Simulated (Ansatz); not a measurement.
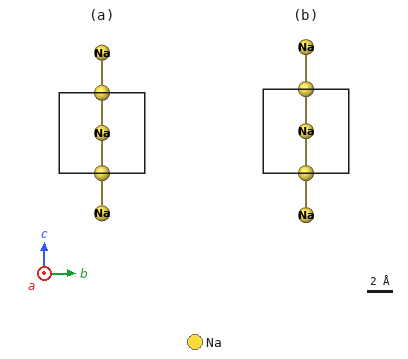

The structure of a wire of composition Na before (left) and after (right) a relaxation, at one scale.

A ball-and-stick model of the cell of the calculation, with the vacuum cut short, seen along the a axis.

Case: ladder chain of atoms.

Level of theory: DFT r2SCAN, scalar-relativistic, plane waves, PAW in Ansatz.

Input file:
```yaml
crystal:
  lattice:
    - [12.5, 0.0, 0.0]
    - [0.0, 9.3, 0.0]
    - [0.0, 0.0, 6.580485783]
  atoms:
    - { symbol: Na, position: [0.3618097986, 0.5, 0.0], spin: 0.5 }
    - { symbol: Na, position: [0.3618097986, 0.5, 0.5], spin: 0.5 }
    - { symbol: Na, position: [0.6381902014, 0.5, 0.0], spin: 0.5 }
    - { symbol: Na, position: [0.6381902014, 0.5, 0.5], spin: 0.5 }
basis:
  ecutwfc: 500
kpoints:
  mp_grid: { grid: [1, 1, 10] }
hamiltonian:
  xc: r2scan
scf:
  occupations: { method: gaussian, width: 0.05 }
output:
  forces: true
  stress: true
  eigenvalues: true
  populations: true
  write_density: true
  write_potential: true
  elf: true
  volumetric_format: npy
magnetization:
  spin_polarized: true
relax:
  adjacent_minimum: "off"
  f_tol: 0.01
  max_steps: 45
  cell: { fix: [a, b, alpha, beta, gamma], stress_tol: 0.03 }
```

Run as
```bash
ansatz run input.yaml --threads 2 --pin off --max-ram 5120MiB --backend cpu --events-out ev --progress --plain --runs-dir out
```

**Summarise the run.**

Over 3 accepted moves (4 points after the start) the energy falls by 27.0 meV per cell of the calculation. Largest force component: 0.017 eV/Å at the start, 0.0022 eV/Å at the end. At 1 point the geometry stayed and the basis and grid were re-selected for the new cell (energy shift of 0.7 meV per cell of the calculation at most each time). The largest moves relative to the layer's centre, 0.010 Å, are those of Na1, Na2, Na3 and Na4. Along the periodic axis the drawn cell goes c 6.580 → 6.882 Å (+4.6 %). Among the contacts that change: Na1–Na2 3.290 → 3.441 Å, Na1–Na3 3.455 → 3.435 Å.

Limits of the set-up: the k-point mesh is coarse for a cell with partly filled bands.
